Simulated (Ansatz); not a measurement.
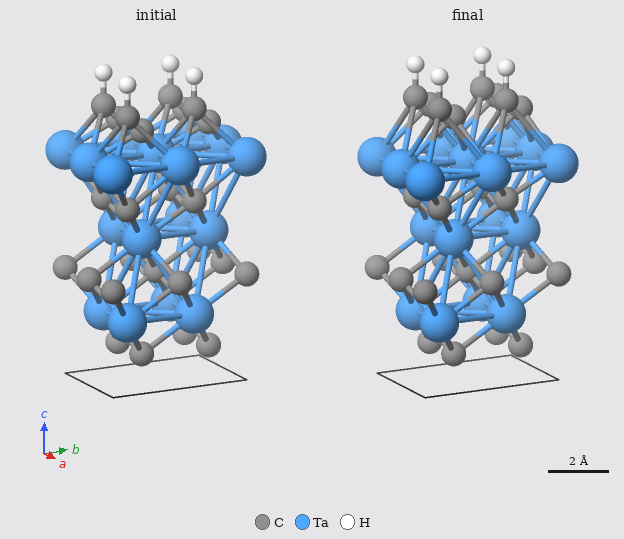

The structure of a slab of composition Ta3HC5 (cut from the Fm-3m phase) before (left) and after (right) a constrained relaxation, at one scale.

Style: ball-and-stick. Shown: the 2 × 2 repeat of the cell, outlined in the plane, without the vacuum, slightly off an axis.

Case: CH put at a hollow C-Ta site. The slab is the (1 1 1) face of TaC with CH on it. 3 atoms are held fixed.

Computed with DFT PBEsol, scalar-relativistic, plane waves, PAW (Ansatz 0.2.0). Set-up: plane-wave cutoff 420 eV; k-point mesh 9 × 9 × 1; occupations gaussian; smearing width 0.1 eV; no spin polarisation; dipole correction; atoms relaxed in a fixed cell; force threshold 0.03 eV/Å; at most 70 steps.

Summarise the run.

Answer. The largest move is that of a C atom, 0.47 Å along the normal (+c). Largest moves by element: C 0.47 Å, H 0.28 Å, Ta 0.23 Å. The lattice vectors keep their values. Near-neighbour distances that change, for instance: C–Ta 2.069 → 2.483 Å, C–Ta 2.470 → 2.833 Å, Ta–Ta 3.208 → 3.023 Å, C–Ta 2.307 → 2.140 Å. Bond angles that change, for instance: Ta–C–Ta 98.7° → 78.4°, Ta–C–Ta 78.9° → 67.3°, Ta–C–Ta 85.7° → 94.3°. The energy falls by 1.533 eV per cell of the calculation in 9 accepted moves (10 points after the start). Largest force component: 5 eV/Å at the start, 0.012 eV/Å at the end. The line search rejected the trial step at point 7 of the run. Cost: 64 s on 2 threads of Arm Neoverse V2, with other jobs on the host, peak memory 0.49 GiB.

Limits of the set-up: the periodic images lie only 3.1 Å apart, so the values are limited by the cell's size.
